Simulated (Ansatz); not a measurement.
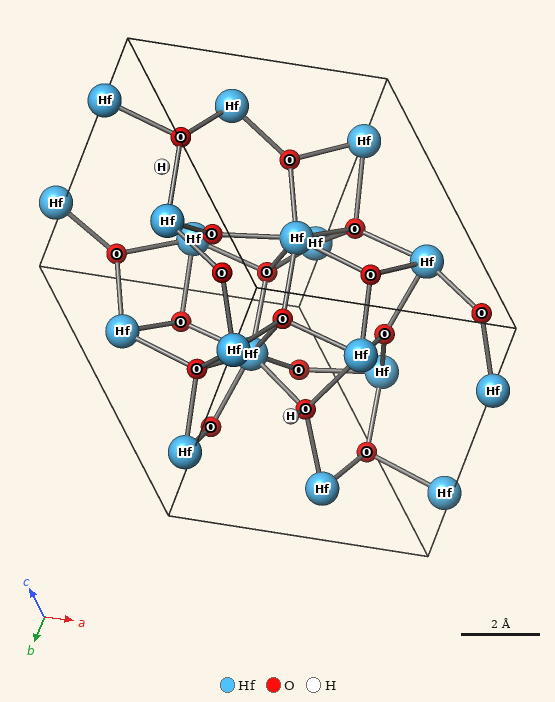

Figure 1. The input geometry (ball-and-stick view of the cell of the calculation, seen at an oblique angle). An atom can appear more than once, as a periodic image.

**Single-point calculation, with input and output: Hf$_{8}$HO$_{16}$ (charge +1) (part 1 of 2)**

Hf$_{8}$HO$_{16}$ (defect cell, 25 atoms in the cell, total charge +1), computed with DFT, PBE, plane waves, PAW, no spin polarisation (Ansatz 0.2.0).

The structure derives from a Materials Project entry.

### What the program printed
```
Engine: ansatz 0.2.0, x86_64-unknown-linux-gnu
Pseudopotentials: kind: paw
Pseudopotential: Hf, paw, valence charge 26, recommended cutoff 420 eV (normal), Hf.paw.azcp
Pseudopotential: O, paw, valence charge 6, recommended cutoff 420 eV (normal), O.paw.azcp
Pseudopotential: H, paw, valence charge 1, recommended cutoff 420 eV (normal), H.paw.azcp
Functional definition: PBE
  parameter kappa = 0.804
  parameter beta = 0.06672455060314922
  exchange = pbe_x(kappa = kappa, mu = beta*pi^2/3)
  correlation = pbe_c(beta = beta)
Crystal: 25 atoms, lattice volume = 273.774 Å³
Basis set: ecut = 420 eV, 5313 PW (Γ), exchange–correlation on 100×100×100 points (8 copies of the dense FFT grid, shifted against one another)
Bands: 183, of which v1, the nominal top of the filled ones, is band 152 counted from 1 (151 counted from 0)
Symmetry: 1 space group operations
Space group: P1 (ITA 1), of the structure as read, at distance tolerance 6.5e-5 Å
k-points: 4 of 8 (time reversal used)
Non-local potential: Hf, projectors of the file, l = 0: 3, l = 1: 2, l = 2: 2, l = 3: 3
Non-local potential: O, projectors of the file, l = 0: 2, l = 1: 2, l = 2: 1
Non-local potential: H, projectors of the file, l = 0: 2, l = 1: 1
PAW form: soft (Blöchl's): semilocal exchange-correlation on the pseudo side does not see the compensation charge
PAW one-centre angular grid: Hf, 590 points (default); XC on 64 Gauss nodes
PAW one-centre angular grid: O, 110 points (default); XC on 64 Gauss nodes
PAW one-centre angular grid: H, 110 points (default); XC on 64 Gauss nodes
Initial density: superposition of atomic densities (neutral atoms scaled as one to the charged cell's electrons: chi_scale 0, normalization atom), corrected by the library's trained network
Initial wavefunctions: pseudopotential atomic-orbital guess
Functional: x = pbe(κ = 0.804, μ = 0.2195149727645171), c = pbe(β = 0.06672455060314922)
SCF iter   1: F=—  HF=-134925.008254 eV  |F-HF|=—  |Δ(HF+E_count)|=         —  Δρ=1.56e-2  dr2=5.87e-1  ethr=1.77e-3  ⟨swp⟩=6.0  Hψ=2271  notcnv=0  defer=64
preconditioner: auto → Resta (q_TF=auto, 2.776 Å⁻¹)  ε∞=5.4  [insulator: Δε(μ)=4.326 eV  Ē_g=18.253 eV  σ=0.010 eV  W_gap=1.00  n_scr=112 (ndim 8)  ℏωp=38.1 eV  f_vac=0.035  D(μ)=0.00/eV (n_scr^D=0)  ε∞_Penn≈5.4]
SCF iter   2: F=—  HF=-134924.810438 eV  |F-HF|=—  |Δ(HF+E_count)|=   1.98e-1  Δρ=6.75e-3  dr2=1.23e-1  ethr=1.93e-4  ⟨swp⟩=2.0  Hψ=1472  notcnv=0  defer=104
SCF iter   3: F=—  HF=-134924.756088 eV  |F-HF|=—  |Δ(HF+E_count)|=   5.43e-2  Δρ=2.61e-3  dr2=2.44e-2  ethr=4.04e-5  ⟨swp⟩=2.0  Hψ=1256  notcnv=0  defer=76
automatic band count: iteration 3 solves 176 bands in place of 183: the levels show a gap, and the empty bands left out lie too high to hold charge; the band table lists the bands solved (type scf.n_extra_bands for more)
SCF iter   4: F=—  HF=-134924.746619 eV  |F-HF|=—  |Δ(HF+E_count)|=   9.47e-3  Δρ=1.14e-3  dr2=2.99e-3  ethr=8.02e-6  ⟨swp⟩=3.0  Hψ=1265  notcnv=0  defer=76
SCF iter   5: F=—  HF=-134924.749303 eV  |F-HF|=—  |Δ(HF+E_count)|=   2.68e-3  Δρ=6.42e-4  dr2=9.27e-4  ethr=9.83e-7  ⟨swp⟩=2.0  Hψ=1256  notcnv=0  defer=76
SCF iter   6: F=—  HF=-134924.749127 eV  |F-HF|=—  |Δ(HF+E_count)|=   1.76e-4  Δρ=1.37e-4  dr2=7.66e-5  ethr=3.05e-7  ⟨swp⟩=2.0  Hψ=1108  notcnv=0  defer=76
SCF iter   7: F=—  HF=-134924.748858 eV  |F-HF|=—  |Δ(HF+E_count)|=   2.69e-4  Δρ=6.33e-5  dr2=1.18e-5  ethr=2.52e-8  ⟨swp⟩=2.0  Hψ=1312  notcnv=0  defer=76
SCF iter   8: F=—  HF=-134924.748862 eV  |F-HF|=—  |Δ(HF+E_count)|=   3.87e-6  Δρ=3.47e-5  dr2=2.37e-6  ethr=3.88e-9  ⟨swp⟩=2.5  Hψ=1238  notcnv=0  defer=76
SCF iter   9: F=—  HF=-134924.748861 eV  |F-HF|=—  |Δ(HF+E_count)|=   3.01e-7  Δρ=6.83e-6  dr2=1.05e-7  ethr=7.81e-10  ⟨swp⟩=3.0  Hψ=1112  notcnv=0  defer=76
SCF iter  10: F=-134924.748862 eV  HF=-134924.748862 eV  |F-HF|=2.29e-8  |Δ(HF+E_count)|=   1.07e-7  Δρ=3.37e-6  dr2=2.77e-8  ethr=3.29e-11  ⟨swp⟩=10.5  Hψ=2960  notcnv=0
SCF 1 converged in 10 iterations: F = -134924.748862 eV  dr2 = 2.77e-8
  greatest PAW one-centre occupation: 0.999 electrons in one spin orbital (limit 2), on the Hf atom at site 7 (counted from 0), in its partial waves of l = 0
```

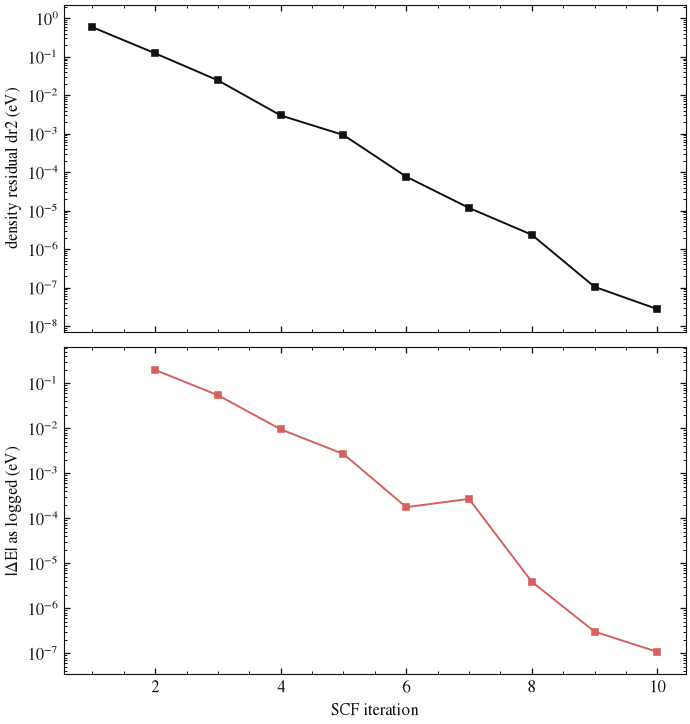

Figure 2. Convergence of the self-consistent field: density residual dr2 and size of the energy change against the SCF iteration. The residual falls at every step.

```
SCF converged after 10 iterations
Free energy (F): -134924.748862 eV
Harris-Foulkes:  -134924.748862 eV  (|F-HF|=2.29e-8)
Internal energy: -134924.748862 eV  (E = F + TS)
E sigma→0 (E₀):  -134924.748862 eV
Fermi energy:    16.709344 eV
--- Per-component energies (eV) ---
  E_band       = 111.439434
  E_kinetic    = 6164.468798
  E_local      = -47624.885165  (includes V_loc(G=0)·N_el)
  E_nonlocal   = -9177.907137
  E_hartree    = 21773.050071
  E_xc         = -3579.259572
  E_vxc        = -3634.407717  (∫ρ·V_xc dr)
  E_paw        = -57942.310526  (= ΣΔE_a)
  E_vpaw       = 10838.030975  (= ΣTr[D̂ρ^β])
  E_aug_tail   = 0.038325  (compensation charges beyond the density's cutoff)
  E_ewald      = -44537.943655
  E_smearing   = -0.000000  (= −TS)
  E_closure    = -0.000000  (closes the sum)
  E_deformation_potential = 23.716816  (in the stress; not in F)
  Σ components = -134924.748862   (vs F -134924.748862, Δ=0.00e0)
--- Forces (eV/Å), atoms counted from 1 ---
  atom   1  Hf     0.00027327     0.02402221     0.01507304
  atom   2  Hf    -0.00473019     0.00304121     0.00071647
  atom   3  Hf     0.00029018     0.00245303     0.00320261
  atom   4  Hf     0.00158801     0.00978745    -0.00472075
  atom   5  Hf    -0.01228126    -0.00842939    -0.00615151
  atom   6  Hf    -0.00062219    -0.00650944     0.00294252
  atom   7  Hf     0.01164235    -0.00403035     0.00761774
  atom   8  Hf    -0.00137822    -0.00603559    -0.00473797
  atom   9  O     -0.00388952     0.00195552    -0.00425224
  atom  10  O      0.00190529    -0.00422189    -0.00243019
  atom  11  O     -0.00330888    -0.00683208    -0.00610763
  atom  12  O      0.00202942    -0.00194059     0.00561289
  atom  13  O      0.00106737     0.00137405     0.00212360
  atom  14  O      0.00237230     0.00025191    -0.00137453
  atom  15  O      0.00223615     0.00011793    -0.00009886
  atom  16  O     -0.00075727    -0.00183875     0.00122179
  atom  17  O      0.00245949    -0.00296790     0.00123065
  atom  18  O     -0.00147208     0.00079398     0.00211563
  atom  19  O     -0.00231371    -0.00285092    -0.00690222
  atom  20  O     -0.00093208     0.00415416     0.00224905
  atom  21  O      0.00588531     0.00259319     0.00000514
  atom  22  O     -0.00548903     0.00156275     0.00179778
  atom  23  O      0.00478115    -0.00489559    -0.00226188
  atom  24  O      0.00054572    -0.00207319     0.00111872
  atom  25  H      0.00008536     0.00050004    -0.00806652
  max |Σ_I F_I| component: 7.67e-5 eV/Å
--- Band table (eV) ---
  k-point 0: bands = ["-45.9917", "-45.9518", "-45.9444", "-45.9000", "-45.8923", "-45.8697", "-45.8349", "-45.7898", "-15.0168", "-14.9252", "-14.8468", "-14.8147", "-14.8023", "-14.7848", "-14.7521", "-14.7423", "-14.7381", "-14.7189", "-14.6946", "-14.6821", "-14.6619", "-14.6244", "-14.5947", "-14.5640", "-14.5570", "-14.5520", "-14.5393", "-14.5087", "-14.4975", "-14.4892", "-14.4687", "-14.4503", "-4.8454", "-2.8605", "-2.6087", "-2.5192", "-2.4134", "-2.2056", "-1.9721", "-1.8915",
      "-1.7866", "-1.6555", "-1.6301", "-1.5875", "-1.4869", "-1.4007", "-1.3590", "-1.3002", "4.1072", "4.1117", "4.1155", "4.1270", "4.1294", "4.1368", "4.1407", "4.1507", "4.1541", "4.1565", "4.1596", "4.1629", "4.1648", "4.1697", "4.1715", "4.1731", "4.1824", "4.1883", "4.1931", "4.1941", "4.1991", "4.2022", "4.2045", "4.2058", "4.2079", "4.2109", "4.2145", "4.2175", "4.2220", "4.2252", "4.2265", "4.2278",
      "4.2315", "4.2343", "4.2388", "4.2412", "4.2437", "4.2486", "4.2515", "4.2575", "4.2613", "4.2675", "4.2710", "4.2761", "4.2801", "4.2852", "4.2899", "4.2951", "4.3043", "4.3206", "4.3209", "4.3264", "4.3343", "4.3393", "4.3476", "4.3622", "7.5893", "9.3654", "9.6355", "9.7318", "9.7915", "10.0837", "10.2412", "10.2601", "10.3390", "10.5040", "10.6126", "10.6778", "10.7847", "10.8186", "10.9458", "11.0149",
      "11.1466", "11.3052", "11.3302", "11.4751", "11.5903", "11.7536", "11.8817", "11.9538", "12.0105", "12.0884", "12.2325", "12.2458", "12.3262", "12.4902", "12.6009", "12.6896", "12.7702", "13.0574", "13.1878", "13.2406", "13.3211", "13.4530", "13.5090", "13.6209", "13.7153", "13.8502", "13.9358", "13.9858", "14.0471", "14.1446", "14.1931", "14.3659", "19.0280", "19.0676", "19.2495", "19.3561", "19.6344", "19.6831", "19.7694", "19.9072",
      "20.0752", "20.1932", "20.3497", "20.5176", "20.6338", "20.6770", "20.6909", "20.8394", "21.1752", "21.2200", "21.2666", "21.3319", "21.8524", "21.9663", "22.0774", "22.1858"]
```
